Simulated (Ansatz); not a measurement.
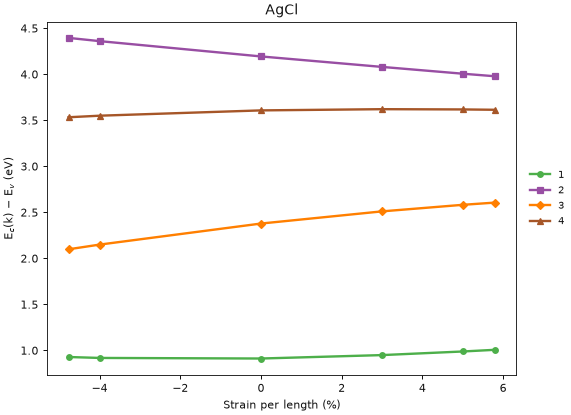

Lowest conduction level at each named k point, counted from the valence-band top at L. The names follow the standardised cell of this lattice; in reduced coordinates of the cell that was run, X is (0.5, 0, 0.5), U is (0.625, 0.25, 0.625), W is (0.5, 0.25, 0.75) and L is (0.5, 0.5, 0.5). The curves are numbered.

System: rocksalt AgCl, space group Fm-3m, 2 atoms in the primitive cell, relaxed with r2SCAN; unstrained, cubic a = 5.546 Å. All lengths are scaled by the strain listed; symmetry fixes the atoms. Points keep the names and reduced coordinates of the unstrained primitive cell. Level of theory: PBE, Ansatz PAW set, no spin polarisation, no spin-orbit coupling, 8×8×8 k mesh, 420 eV cutoff, Fermi-Dirac smearing of 0.02 eV; code Ansatz 0.2.0.

Question: Which curve belongs to which k point: U, W, X and Γ?

Answer: 1 is Γ; 2 is W; 3 is X; 4 is U. Γ rises by 0.08 eV, X rises by 0.51 eV, U rises by 0.08 eV and W falls by 0.41 eV.

Question: Which of these conduction levels is lowest, and does that change?

Answer: The lowest is the one at Γ, over the whole range, so among these points the gap stays indirect.

LDA, GGA and most meta-GGA functionals understate gaps.
